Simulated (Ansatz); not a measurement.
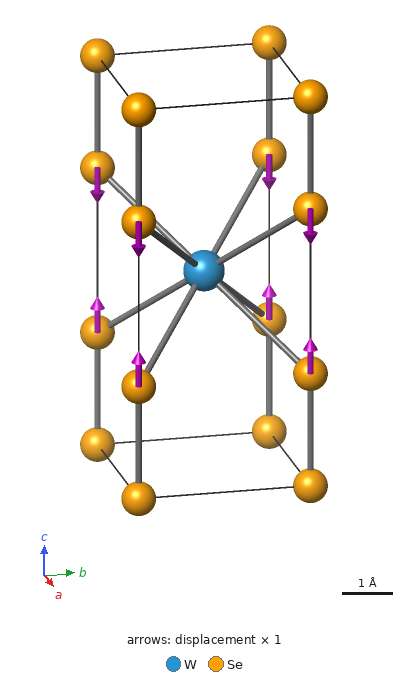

This is a relaxation of crystalline WSe3 (a generated structure, set up in P4/mmm) (coarse preliminary run). The starting structure is drawn; purple arrows show the displacements (the part carried along by the change of the cell is left out), at their true length.

Style: ball-and-stick. Shown: the cell of the calculation, from a free direction.

Computed with DFT PBE, scalar-relativistic, plane waves, PAW in Ansatz 0.2.0. Settings: plane-wave cutoff 420 eV; k-point mesh 6 × 6 × 2; occupations gaussian; smearing width 0.1 eV; no spin polarisation; cell and atoms relaxed; force threshold 0.04 eV/Å; at most 70 steps.

### Atoms of which element are displaced furthest, and by how much?

Selenium: up to 0.77 Å, against 0.00 Å for tungsten.

### What did the optimiser do to the structure, and how much energy did it gain?

The largest moves relative to the cell, 0.77 Å, are those of Se atoms. W stays in place. Cell: a = b 3.577 → 3.014 Å (−15.7 %), c 8.297 → 11.129 Å (+34.1 %). Volume −4.8 %. Near-neighbour distances that change, for instance: Se–Se 2.393 → 3.976 Å, W–W 3.577 → 3.014 Å, Se–Se 3.577 → 3.014 Å, Se–W 3.079 → 2.659 Å. Bonds break: Se–Se (2.39 → 3.98 Å). Bond angles that change, for instance: W–Se–W 110.5° → 106.6°. The space group stays P4/mmm (No. 123). After 13 accepted moves (17 points after the start) the energy has fallen by 816 meV per atom. The largest force component goes from 3.2 to 0.0093 eV/Å. Pressure: −11.98 GPa at the start and 0.09 GPa at the end. The line search rejected the trial steps at points 9, 15 of the run. The SCF was repeated twice at an unchanged geometry on a basis and grid sized afresh for the cell, which shifted the energy by 3.8 meV per atom at most. Cost: 72 s on 1 thread of Arm Neoverse V2, with other jobs on the host, peak memory 0.39 GiB.

Limits of the set-up: the k-point mesh is coarse for a cell with partly filled bands.
